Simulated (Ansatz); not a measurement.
# Two runs on HfN

System: HfN (Fm-3m, 2 atoms in the cell).
Method of run A: DFT r2SCAN, scalar-relativistic, plane waves, PAW, no spin polarisation (Ansatz 0.2.0).

The structure derives from an entry of the Crystallography Open Database. Text and figures count atoms from 1; the logs count them from 0 in places.

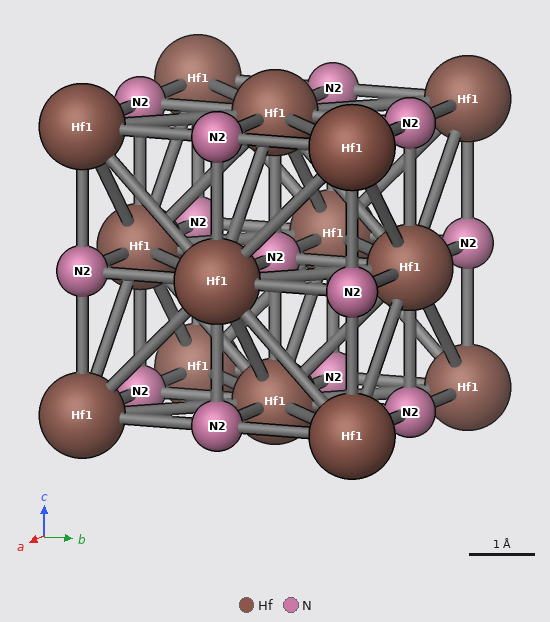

Fig. 1: The structure (ball-and-stick view of the cell 4 times as large as that of the calculation, set on its symmetry axes, seen slightly off an axis; atoms are numbered from 1 in the order of the input). An atom can appear more than once, as a periodic image.

Input file, run A:
```yaml
crystal:
  lattice:
    - [3.1999394429, 0.0, 0.0]
    - [0.0, 3.1999394429, 0.0]
    - [1.5999697215, 1.5999697215, 2.2626988795]
  atoms:
    - { symbol: Hf, position: [0.0, 0.0, 0.0] }
    - { symbol: "N", position: [0.5, 0.5, 0.0] }
basis:
  ecutwfc: 500
kpoints:
  mp_grid: { grid: [11, 11, 15] }
hamiltonian:
  xc: r2scan
scf:
  occupations: { method: gaussian, width: 0.1 }
output:
  forces: true
  stress: true
  eigenvalues: true
```

Command:
```bash
ansatz run input.yaml --threads 2 --pin off --max-ram 5120MiB --backend cpu --events-out ev --progress --plain --runs-dir out
```

Hardware: 2 threads of AMD EPYC (Zen 5), 32 GiB of memory available, shared host.

Output, shortened to warnings, some set-up lines, iterations and results (run A):
```
Warning: crystal.symmetry: narrowed to the stabiliser of the k-point mesh — unitary ops 48 → 4; excluded 44 operations that carry a point of the 11×11×15 mesh (shift [0, 0, 0]) off the mesh (the run samples exactly the mesh kpoints.mp_grid names, as under crystal.symmetry.detect: false, and its converged state has the mesh's symmetry, not the crystal's; ε∞, the Born charges and the force …
Basis set: ecut = 500 eV, 609 PW (Γ), exchange–correlation on 96×96×96 points (64 copies of the dense FFT grid, shifted against one another)
Symmetry: 4 space group operations
k-points: 498 of 1815
Initial density: superposition of atomic densities (neutral atoms: chi_scale 0, normalization atom), corrected by the library's trained network
[...]
SCF iter   1: F=—  HF=-16121.580058 eV  |F-HF|=—  |Δ(HF+E_count)|=         —  Δρ=1.16e-2  dr2=2.78e-2  dr2_τ=1.39e-1  ethr=1.77e-3  ⟨swp⟩=4.3  Hψ=39117  notcnv=0
SCF iter   2: F=—  HF=-16121.634002 eV  |F-HF|=—  |Δ(HF+E_count)|=   5.39e-2  Δρ=7.59e-3  dr2=1.50e-2  dr2_τ=8.20e-4  ethr=8.98e-5  ⟨swp⟩=2.0  Hψ=23715  notcnv=0  defer=188
SCF iter   3: F=—  HF=-16121.632170 eV  |F-HF|=—  |Δ(HF+E_count)|=   1.83e-3  Δρ=4.76e-3  dr2=4.12e-3  dr2_τ=3.35e-4  ethr=4.85e-5  ⟨swp⟩=2.6  Hψ=15601  notcnv=0  defer=188
SCF iter   4: F=—  HF=-16121.632395 eV  |F-HF|=—  |Δ(HF+E_count)|=   2.25e-4  Δρ=2.20e-3  dr2=1.17e-3  dr2_τ=4.15e-5  ethr=1.33e-5  ⟨swp⟩=1.0  Hψ=11667  notcnv=0  defer=188
SCF iter   5: F=—  HF=-16121.632399 eV  |F-HF|=—  |Δ(HF+E_count)|=   3.75e-6  Δρ=4.54e-4  dr2=4.20e-5  dr2_τ=1.91e-6  ethr=3.76e-6  ⟨swp⟩=2.0  Hψ=15182  notcnv=0  defer=188
SCF iter   6: F=—  HF=-16121.632427 eV  |F-HF|=—  |Δ(HF+E_count)|=   2.81e-5  Δρ=1.49e-4  dr2=6.36e-6  dr2_τ=1.34e-7  ethr=1.35e-7  ⟨swp⟩=2.0  Hψ=15524  notcnv=0  defer=188
SCF iter   7: F=—  HF=-16121.632429 eV  |F-HF|=—  |Δ(HF+E_count)|=   1.92e-6  Δρ=4.87e-5  dr2=6.04e-7  dr2_τ=5.66e-8  ethr=2.05e-8  ⟨swp⟩=2.0  Hψ=15818  notcnv=0  defer=188
SCF iter   8: F=-16121.632429 eV  HF=-16121.632429 eV  |F-HF|=1.06e-10  |Δ(HF+E_count)|=   1.99e-8  Δρ=7.67e-6  dr2=7.61e-9  dr2_τ=2.21e-9  ethr=3.23e-10  ⟨swp⟩=4.7  Hψ=43431 …
SCF 1 converged in 8 iterations: F = -16121.632429 eV  dr2 = 7.61e-9
SCF converged after 8 iterations
Free energy (F): -16121.632429 eV
Harris-Foulkes:  -16121.632429 eV  (|F-HF|=1.06e-10)
Internal energy: -16121.628909 eV  (E = F + TS)
E sigma→0 (E₀):  -16121.630669 eV
Entropy (-TS):   -0.003519 eV (-1.760 meV/atom)
Fermi energy:    23.892707 eV
--- Per-component energies (eV) ---
  E_band       = 159.248755
  E_kinetic    = 557.979728
  E_local      = -4736.872165  (includes V_loc(G=0)·N_el)
  E_nonlocal   = -1203.300677
  E_hartree    = 2250.027998
  E_xc         = -344.760043
  E_vxc        = -380.121526  (∫ρ·V_xc dr)
  E_paw        = -7080.827175  (= ΣΔE_a)
  E_vpaw       = 1402.307055  (= ΣTr[D̂ρ^β])
  E_aug_tail   = 0.000016  (compensation charges beyond the density's cutoff)
  E_vtau       = 19.200800  (kinetic-family band-sum trace: ∫τ·v_τ [+ j·A + Jᵃ·Aᵃ] dr)
  E_ewald      = -5564.168549
  E_core_change = 0.291957  (= ΣΔE_core)
  E_smearing   = -0.003519  (= −TS)
  E_closure    = 0.000000  (closes the sum)
  Σ components = -16121.632429   (vs F -16121.632429, Δ=0.00e0)
--- Forces (eV/Å), atoms counted from 1 ---
  atom   1  Hf     0.00000000     0.00000000     0.00000000
  atom   2  N      0.00000000     0.00000000     0.00000000
  max |Σ_I F_I| component: 2.47e-32 eV/Å
--- Stress (GPa, compression-positive) ---
        0.232355       0.098844       0.060045
        0.098844       0.232355       0.060045
        0.060045       0.060045      -0.366062
  P = ⅓ Tr σ = 0.0329 GPa (0.329 kbar)
```

The input of run B differs as follows (lines with − go, lines with + come):
```diff
-  ecutwfc: 500
+  ecutwfc: "44.1 Ry"
+  ecutrho_ratio: 6
+  hubbard: { sites: [{ species: Hf, l: d, u_eff: 4.0 }], double_counting: fll }
```

Predict how the results change.

The total energies belong to different models, so their difference says nothing on which is more stable or more accurate. The pressure goes from 0.03 to 5.83 GPa. The SCF takes 9 iterations against 8. The plane waves at Γ go from 609 to 749. On the same kind of shared host run B took about 2.2 times as long. The two runs start from different initial densities, which also moves the count.

Output, shortened to warnings, some set-up lines, iterations and results (run B):
```
Warning: crystal.symmetry: narrowed to the stabiliser of the k-point mesh — unitary ops 48 → 4; excluded 44 operations that carry a point of the 11×11×15 mesh (shift [0, 0, 0]) off the mesh (the run samples exactly the mesh kpoints.mp_grid names, as under crystal.symmetry.detect: false, and its converged state has the mesh's symmetry, not the crystal's; ε∞, the Born charges and the force …
Basis set: ecut = 600.0110667240353 eV, 749 PW (Γ), exchange–correlation on 128×128×128 points (64 copies of the dense FFT grid, shifted against one another)
Symmetry: 4 space group operations
k-points: 498 of 1815
Initial density: superposition of atomic densities (chi_scale 0.1, normalization cell, long waves kept (reshape's long-wave potential 0.00 eV rms))
[...]
SCF iter   1: F=—  HF=-16117.404651 eV  |F-HF|=—  |Δ(HF+E_count)|=         —  Δρ=6.44e-2  dr2=9.06e-1  dr2_τ=2.79e-1  ethr=2.93e-3  ⟨swp⟩=1.0  Hψ=52863  notcnv=0
SCF iter   2: F=—  HF=-16117.507056 eV  |F-HF|=—  |Δ(HF+E_count)|=   1.02e-1  Δρ=3.67e-2  dr2=2.13e-1  dr2_τ=2.65e-2  ethr=2.92e-3  ⟨swp⟩=2.0  Hψ=17736  notcnv=0
SCF iter   3: F=—  HF=-16117.589779 eV  |F-HF|=—  |Δ(HF+E_count)|=   8.27e-2  Δρ=1.35e-2  dr2=2.00e-2  dr2_τ=2.38e-3  ethr=6.88e-4  ⟨swp⟩=2.4  Hψ=18841  notcnv=0  defer=17
SCF iter   4: F=—  HF=-16117.599213 eV  |F-HF|=—  |Δ(HF+E_count)|=   9.43e-3  Δρ=4.39e-3  dr2=3.62e-3  dr2_τ=9.34e-4  ethr=6.44e-5  ⟨swp⟩=2.3  Hψ=20997  notcnv=0  defer=168
SCF iter   5: F=—  HF=-16117.596786 eV  |F-HF|=—  |Δ(HF+E_count)|=   2.43e-3  Δρ=2.04e-3  dr2=7.27e-4  dr2_τ=2.20e-5  ethr=1.17e-5  ⟨swp⟩=2.0  Hψ=17630  notcnv=0  defer=168
SCF iter   6: F=—  HF=-16117.597772 eV  |F-HF|=—  |Δ(HF+E_count)|=   9.86e-4  Δρ=5.07e-4  dr2=3.94e-5  dr2_τ=3.33e-6  ethr=2.35e-6  ⟨swp⟩=2.0  Hψ=18393  notcnv=0  defer=177
SCF iter   7: F=—  HF=-16117.597837 eV  |F-HF|=—  |Δ(HF+E_count)|=   6.45e-5  Δρ=2.12e-4  dr2=7.88e-6  dr2_τ=3.30e-7  ethr=1.27e-7  ⟨swp⟩=2.0  Hψ=17531  notcnv=0  defer=177
SCF iter   8: F=—  HF=-16117.597853 eV  |F-HF|=—  |Δ(HF+E_count)|=   1.61e-5  Δρ=2.76e-5  dr2=6.68e-8  dr2_τ=3.49e-8  ethr=3.23e-10  ⟨swp⟩=5.7  Hψ=54927  notcnv=0
SCF iter   9: F=-16117.597853 eV  HF=-16117.597853 eV  |F-HF|=1.97e-8  |Δ(HF+E_count)|=   2.00e-7  Δρ=1.02e-5  dr2=1.81e-8  dr2_τ=9.34e-10  ethr=2.15e-10  ⟨swp⟩=4.9  Hψ=41333 …
SCF 1 converged in 9 iterations: F = -16117.597853 eV  dr2 = 1.81e-8
SCF converged after 9 iterations
Free energy (F): -16117.597853 eV
Harris-Foulkes:  -16117.597853 eV  (|F-HF|=1.97e-8)
Internal energy: -16117.594601 eV  (E = F + TS)
E sigma→0 (E₀):  -16117.596227 eV
Entropy (-TS):   -0.003252 eV (-1.626 meV/atom)
Fermi energy:    24.568119 eV
--- Per-component energies (eV) ---
  E_band       = 159.079243
  E_kinetic    = 558.290006
  E_local      = -4734.438635  (includes V_loc(G=0)·N_el)
  E_nonlocal   = -1203.011691
  E_hartree    = 2247.393838
  E_xc         = -345.012225
  E_vxc        = -380.349098  (∫ρ·V_xc dr)
  E_hubbard    = 3.985217  (on-site DFT+U / exact-exchange correction)
  E_vhub       = 2.469250  (the Hubbard potential's part of the band-sum identity)
  E_paw        = -7080.924519  (= ΣΔE_a)
  E_vpaw       = 1402.191802  (= ΣTr[D̂ρ^β])
  E_aug_tail   = 0.000000  (compensation charges beyond the density's cutoff)
  E_vtau       = 19.147030  (kinetic-family band-sum trace: ∫τ·v_τ [+ j·A + Jᵃ·Aᵃ] dr)
  E_ewald      = -5564.168549
  E_core_change = 0.291957  (= ΣΔE_core)
  E_smearing   = -0.003252  (= −TS)
  E_closure    = 0.000000  (closes the sum)
  Σ components = -16117.597853   (vs F -16117.597853, Δ=0.00e0)
--- Forces (eV/Å), atoms counted from 1 ---
  atom   1  Hf    -0.00000000     0.00000000     0.00000000
  atom   2  N      0.00000000     0.00000000     0.00000000
  max |Σ_I F_I| component: 1.97e-31 eV/Å
--- Stress (GPa, compression-positive) ---
        5.995652       0.037909       0.012067
        0.037909       5.995652       0.012067
        0.012067       0.012067       5.512768
  P = ⅓ Tr σ = 5.8347 GPa (58.347 kbar)
Occupation matrices written to [file]
```

The two runs side by side:

| quantity | run A | run B |
| --- | --- | --- |
| outcome | converged | converged |
| free energy per atom (eV) | −8060.8162 | −8058.7989 |
| energy per atom, smearing taken to zero (eV) | −8060.8153 | −8058.7981 |
| gap on the mesh (eV) | 0.00 | 0.00 |
| pressure (GPa) | 0.03 | 5.83 |
| largest force (eV/Å) | 0.000 | 0.000 |
| SCF iterations | 8 | 9 |
| irreducible k-points | 498 | 498 |
| plane waves at Γ | 609 | 749 |
| wall time (shared host) | 4.1 s | 9.2 s |

For both runs: Warnings: the k-point mesh lowers the symmetry that the run can use. Spin–orbit coupling is left out, which matters for Hf. The cell holds an odd number of electrons but the run has no spin polarisation, so a band is left half filled. For run B: The cell is under a pressure of 5.8 GPa at this level, so it is not at its equilibrium volume.
